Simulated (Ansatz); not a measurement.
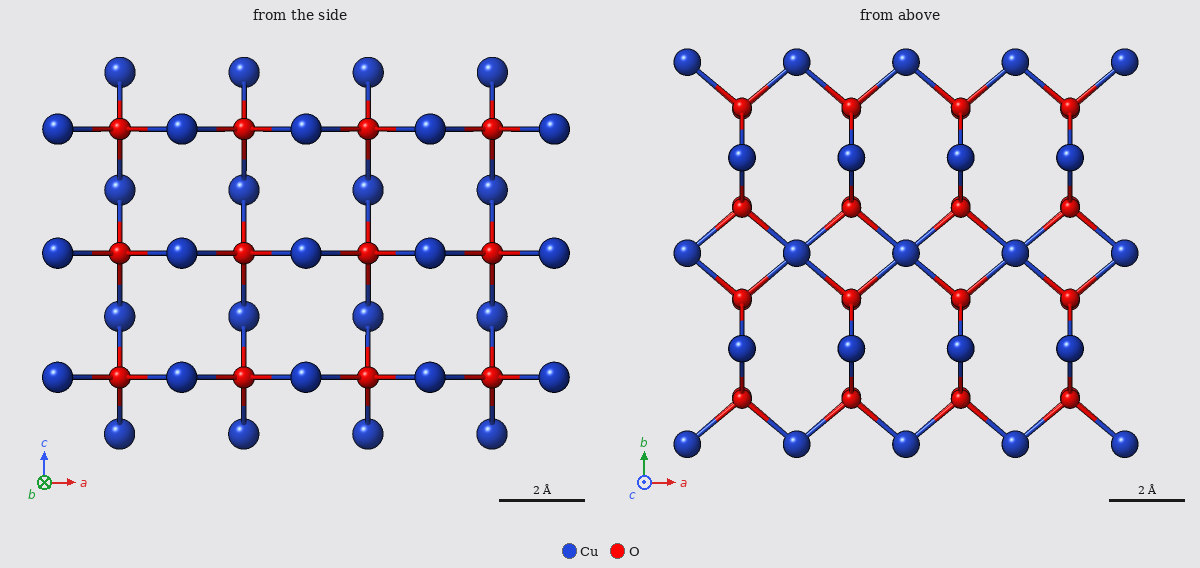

A ball-and-stick picture of a periodic slab, seen from the side and from above. The surface normal points up in side views; the vacuum is left out. 4×2 cells are drawn in the plane, with atoms at the edges repeated.

The cell holds 7 Cu, 6 O. The slab was cut from bulk CuO (Cccm).

### What is exposed at the top and at the bottom?

The top face ends in Cu, the bottom face in Cu. The two faces are alike.

### How thick is it?

About 9 Å from the lowest to the highest atom.

### Go down through the slab and list the planes.

Seven planes: Cu / CuO2 / Cu / CuO2 / Cu / CuO2 / Cu.

### Name the surface by its Miller indices.

(1 1 0).

The cell started as a structure listed in the Materials Project, from which a slab was cut. The atoms were relaxed in a fixed cell with DFT PBE, scalar-relativistic, plane waves, PAW in Ansatz 0.2.0.
